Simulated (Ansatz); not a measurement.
```
CELL_PARAMETERS angstrom
5.15409 0.00000 0.00000
0.00000 3.30798 0.00000
0.00000 0.00000 5.61971
ATOMIC_POSITIONS crystal
Si 0.32125 0.75000 0.08408
Si 0.17875 0.25000 0.58408
Si 0.82125 0.75000 0.41592
Si 0.67875 0.25000 0.91592
Ni 0.00822 0.25000 0.18849
Ni 0.49178 0.75000 0.68849
Ni 0.50822 0.25000 0.31151
Ni 0.99178 0.75000 0.81151
```

Space group Pnma; changed on purpose from its base cell (strain -0.0200 x Voigt [0, 1, 0, 0, 0, 0], atoms carried along); computed pressure about 4 GPa in this cell; computed without spin polarisation.

Computed with Ansatz, DFT PBE, scalar-relativistic, plane waves, PAW.

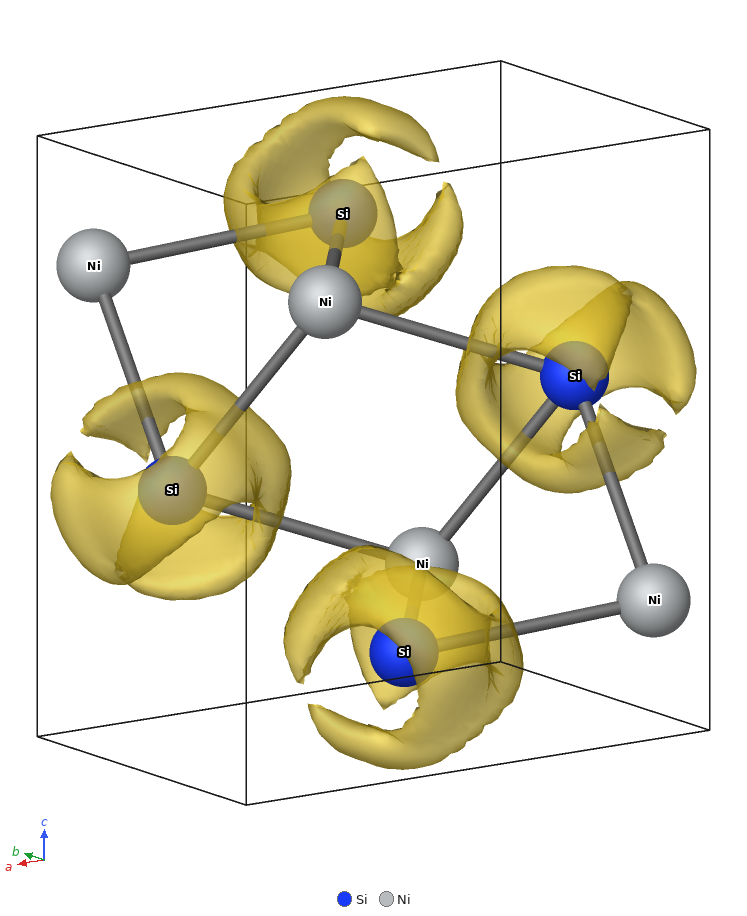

SiNi. Isosurface of the ELF at 0.65 (yellow), seen at an oblique angle. Only the valence region is drawn (cores and ρ < 0.01 e/Å³ removed). Sticks mark near contacts.

In a PAW calculation such maps are meaningful between the atoms, not at the nuclei.

Identify the bonds, lone pairs and shells in this picture.

The ELF exceeds this value in four regions wrapped around Si (the valence shell of each), counted in one cell of 8 atoms. Regions shared between cells count once. Profiles from the grid: Si–Ni (2.29 Å): the ELF peaks at about 0.70 in the valence shell of Si, 0.9 Å from its nucleus, and is about 0.50 at the midpoint. Si–Ni (2.38 Å): the ELF peaks at about 0.70 in the valence shell of Si, 0.9 Å from its nucleus, and is about 0.45 at the midpoint.

Metal or insulator at this level of theory?

It is gapless in this calculation (a metal or semimetal).
